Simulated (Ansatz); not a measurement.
```yaml
crystal:
  lattice:
    - [3.87623, 0.00000, 0.00000]
    - [0.00000, 3.87623, 0.00000]
    - [0.00000, 0.00000, 3.87623]
  atoms:
    - { symbol: Al, position: [0.00000, 0.00000, 0.00000] }
    - { symbol: Al, position: [0.50000, 0.50000, 0.00000] }
    - { symbol: Al, position: [0.50000, 0.00000, 0.50000] }
    - { symbol: Al, position: [0.00000, 0.50000, 0.50000] }
    - { symbol: N, position: [0.50000, 0.00000, 0.00000] }
    - { symbol: N, position: [0.00000, 0.50000, 0.00000] }
    - { symbol: N, position: [0.00000, 0.00000, 0.50000] }
    - { symbol: N, position: [0.50000, 0.50000, 0.50000] }
```

Space group Fm-3m; started from the rocksalt prototype, which need not be the ambient phase; changed on purpose from its base cell (hydrostatic strain -4.0%); computed pressure about 43 GPa in this cell.

Computed with DFT, r2SCAN, plane waves, PAW (Ansatz).

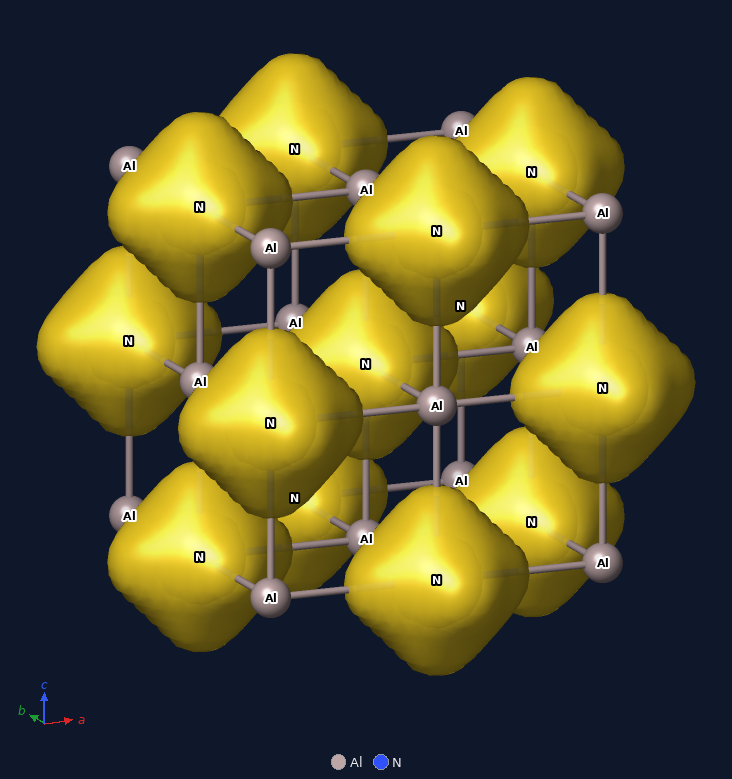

AlN. Isosurface of the electron localisation function at 0.75 (yellow), seen slightly off an axis. Core shells and regions of very low density are left out. Sticks mark near contacts.

In a PAW calculation such maps are meaningful between the atoms, not at the nuclei.

### Identify the bonds, lone pairs and shells in this picture.

The surface consists of four regions on N in which the atom's valence shell and bonds are merged, counted in one cell of 8 atoms. Regions shared between cells count once. Profiles from the grid: Al–N (1.94 Å): the ELF peaks at about 0.85 in the valence shell of N, 0.7 Å from its nucleus, and is about 0.80 at the midpoint.

### Metal or insulator at this level of theory?

It is gapped, with a Kohn–Sham gap of 5.8 eV on the k-point mesh (the band edges may lie off the mesh, which would make the gap smaller).
